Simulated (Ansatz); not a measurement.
# Calculations on CoO

Part 1: One mode

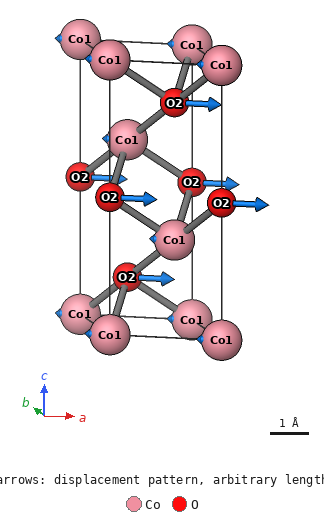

One vibrational mode of crystalline CoO at the zone centre. Displacements are drawn as blue arrows; their common scale and sign are arbitrary. The picture is a ball-and-stick view of the conventional cell (3 times the calculation's cell), seen slightly off an axis. Lengths and directions refer to the drawn axes.

Level of theory: DFT PBE+U, scalar-relativistic, plane waves, PAW (Ansatz 0.2.0).

Input
```yaml
crystal:
  lattice:
    - [1.5369143799, 0.8873379309, 2.4734269504]
    - [-1.5369143799, 0.8873379309, 2.4734269504]
    - [0.0, -1.7746758619, 2.4734269504]
  atoms:
    - { symbol: Co, position: [0.0, 0.0, 0.0], spin: 2.88 }
    - { symbol: O, position: [0.5, 0.5, 0.5], spin: 0.24 }
basis:
  ecutwfc: 420
kpoints:
  mp_grid: { grid: [12, 12, 12] }
hamiltonian:
  xc: pbe
  hubbard: { sites: [{ species: Co, l: d, u_eff: 3.32 }] }
scf:
  occupations: { method: gaussian, width: 0.02 }
output:
  eigenvalues: true
  populations: true
magnetization:
  spin_polarized: true
phonons:
  method: dfpt
  dielectric: true
  rigid_motions: translations
  eigenvectors: true
```

Command:
```bash
ansatz run input.yaml --threads 1 --pin off --max-ram 3072MiB --backend cpu --events-out ev --progress --plain --runs-dir out
```

Frequencies are those without the non-analytic (LO–TO) term.

Give the symmetry, activity and frequency of this mode.

This is the E_u mode (doubly degenerate; one member of the set is drawn) at 300 cm⁻¹, the highest optical level, infrared-active by symmetry. The O sublattice moves against the Co sublattice, along a; the kinetic energy is shared as O 79 %, Co 21 %. Its infrared intensity is 20 (D/Å)²/amu for the set.

Part 2: Softest mode

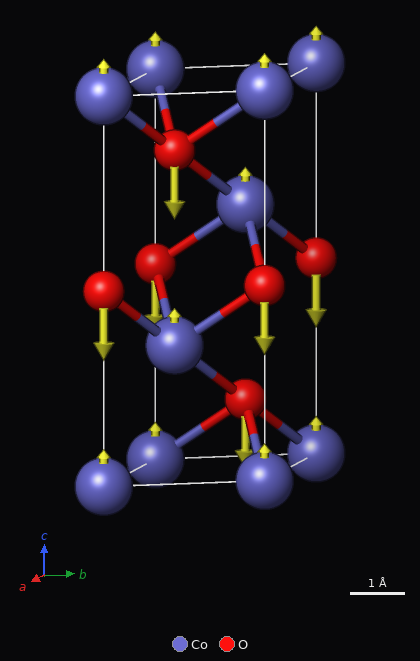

The lowest optical mode of a crystal of CoO at 0.98 times its rest volume, space group R-3m (No. 166), at the zone centre. The yellow arrows are the displacements of the atoms (eigenvector over the root of the mass), of arbitrary overall length and sign. A ball-and-stick model of the conventional cell (3 times the calculation's cell), seen from a free direction. Lengths and directions refer to the drawn axes.

Level of theory: Ansatz 0.2.0, DFT PBE+U, scalar-relativistic, plane waves, PAW. Settings: plane-wave cutoff 420 eV; k-point mesh 12 × 12 × 12; occupations gaussian; smearing width 0.02 eV; U Co 3.32 eV; collinear spin.

Frequencies are those without the non-analytic (LO–TO) term.

**Is this crystal at a minimum with respect to the drawn distortion?**

Yes: this softest mode has a real frequency, and so have all others here. That speaks for this wave vector alone: the rest of the zone wasn't checked in this run. This is the A₂u mode at 29.5 meV, the lowest optical level, infrared-active by symmetry. The O sublattice moves against the Co sublattice, along c; the kinetic energy is shared as O 79 %, Co 21 %. Its infrared intensity is 12 (D/Å)²/amu.

Part 3: Softest mode

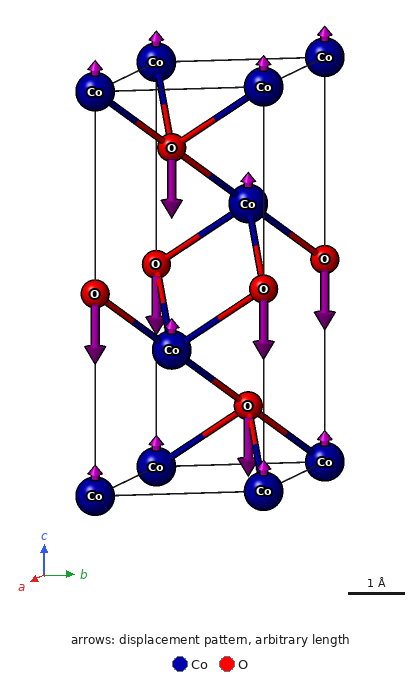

The lowest optical mode of crystalline CoO at 1.02 times its rest volume, space group R-3m (No. 166), at the zone centre. The purple arrows give the relative displacements of the atoms. A ball-and-stick model of the conventional cell (3 times the calculation's cell), seen slightly off an axis. Lengths and directions refer to the drawn axes.

These are results of DFT PBE+U, scalar-relativistic, plane waves, PAW (Ansatz), not measurements.

Input file:
```yaml
crystal:
  lattice:
    - [1.5470929174, 0.8932145123, 2.4898077388]
    - [-1.5470929174, 0.8932145123, 2.4898077388]
    - [0.0, -1.7864290247, 2.4898077388]
  atoms:
    - { symbol: Co, position: [0.0, 0.0, 0.0], spin: 2.89 }
    - { symbol: O, position: [0.5, 0.5, 0.5], spin: 0.24 }
basis:
  ecutwfc: 420
kpoints:
  mp_grid: { grid: [12, 12, 12] }
hamiltonian:
  xc: pbe
  hubbard: { sites: [{ species: Co, l: d, u_eff: 3.32 }] }
scf:
  occupations: { method: gaussian, width: 0.02 }
output:
  eigenvalues: true
  populations: true
magnetization:
  spin_polarized: true
phonons:
  method: dfpt
  dielectric: true
  rigid_motions: translations
  eigenvectors: true
```

Command:
```bash
ansatz run input.yaml --threads 1 --pin off --max-ram 3072MiB --backend cpu --events-out ev --progress --plain --runs-dir out
```

Frequencies are those without the non-analytic (LO–TO) term.

> Is this crystal at a minimum with respect to the drawn distortion?

Yes: this softest mode has a real frequency, and so have all others here. That speaks for this wave vector alone: the rest of the zone wasn't checked in this run. This is the A₂u mode at 197 cm⁻¹, the lowest optical level, infrared-active by symmetry. The O sublattice moves against the Co sublattice, along c; the kinetic energy is shared as O 79 %, Co 21 %. Its infrared intensity is 12 (D/Å)²/amu.
